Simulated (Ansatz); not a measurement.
System: Sn, space group I4/mmm (No. 139).

The given structure:
```xyz
1
Lattice="-1.5908 1.5908 2.9156 1.5908 -1.5908 2.9156 1.5908 1.5908 -2.9156" Properties=species:S:1:pos:R:3 pbc="T T T"
Sn    0.0000    0.0000    0.0000
```

Computed with Ansatz 0.2.0: biaxial strain in the xy plane and strain along z of a crystal, fractional coordinates fixed, by plane-wave density functional theory with PAW datasets, free energies less that of the undisturbed cell. Level: PBEsol, no spin polarisation.

- wave cutoff: 420 eV
- k mesh: 20×20×20
- occupations: Gaussian
- smearing width: 0.15 eV
- k shift: (0, 0, 0) (mesh steps)
- start: as given

What does the calculation give for the map of the energy change over strain zz and strain xx = yy? The grid: strain zz −0.03, −0.015, 0, 0.015, 0.03 ; strain xx = yy −0.03, −0.015, 0, 0.015, 0.03.

At the origin a neighbouring grid point lies 27 meV/atom lower, so the given structure isn't at the minimum of this landscape. The energy change is least, −38 meV/atom, at strain zz of −0.03 and strain xx = yy of −0.015 (and at symmetry-related or equal points), and largest, 92 meV/atom, at strain zz of 0.03 and strain xx = yy of 0.03. Near the origin the softest direction lies along strain zz, turned by about 17° so that strain xx = yy takes the opposite sign; the curvature across the valley is 10.3 times that along it.

Energy change (meV/atom); rows strain xx = yy, columns strain zz:
```csv
,-0.03,-0.015,0,0.015,0.03
-0.03,-37,-29,-19,-8,5
-0.015,-38,-27,-14,0,15
0,-28,-15,0,16,34
0.015,-11,5,22,40,60
0.03,13,32,51,71,92
```

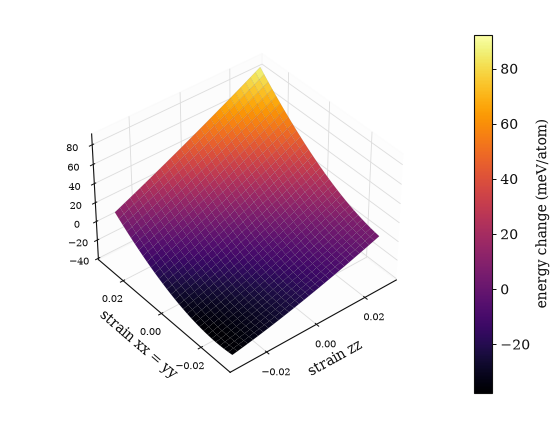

Limits of the calculation: reference crystal is not relaxed.
